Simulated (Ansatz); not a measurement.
```
CELL_PARAMETERS angstrom
0.00000 5.02294 0.00000
-2.90000 0.00000 0.00000
0.00000 0.00000 4.88000
ATOMIC_POSITIONS crystal
Au 0.34329 0.00000 0.23975
Au 0.84329 0.50000 0.23975
Au 0.15671 0.50000 0.76025
Au 0.65671 0.00000 0.76025
```

Space group C2/m; changed on purpose from its base cell (atom 1 (Au) moved by (+0.100, -0.100) A along y and z); not relaxed (largest force 0.6 eV/Å); computed pressure about −5 GPa in this cell.

These are results of DFT PBEsol, scalar-relativistic, plane waves, PAW in Ansatz, not measurements.

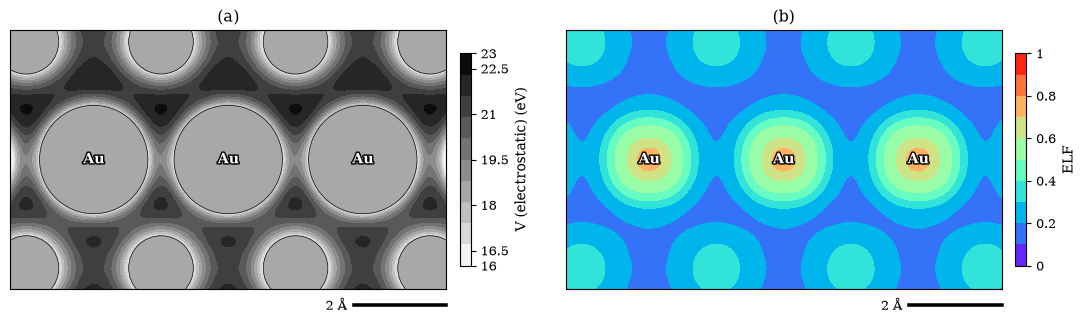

Au. (a) electrostatic potential energy of an electron; (b) electron localisation function on the (100) plane of the conventional cell. Grey discs cover the atomic cores in the potential map.

Core electrons are frozen (PAW), and the valence fields are smoothed inside the atomic spheres.

Question: Interpret the plot.

Answer: Atoms in the plane: Au. Atoms just off the plane (Au, 0.9 Å away) can leave unmarked features too. Au–Au (2.90 Å): the ELF is about 0.20 at the midpoint (no localised pair shows between them). The features right at Au lie inside the PAW spheres, where the map follows smoothed inner orbitals and isn't to be read closely. Outside the cores the potential energy rises away from the atoms and is highest about 1.7 Å from the nearest atoms; its zero is arbitrary.

Question: Does the calculation give a band gap?

Answer: It is metallic or semimetallic at this level of theory: no gap opens.
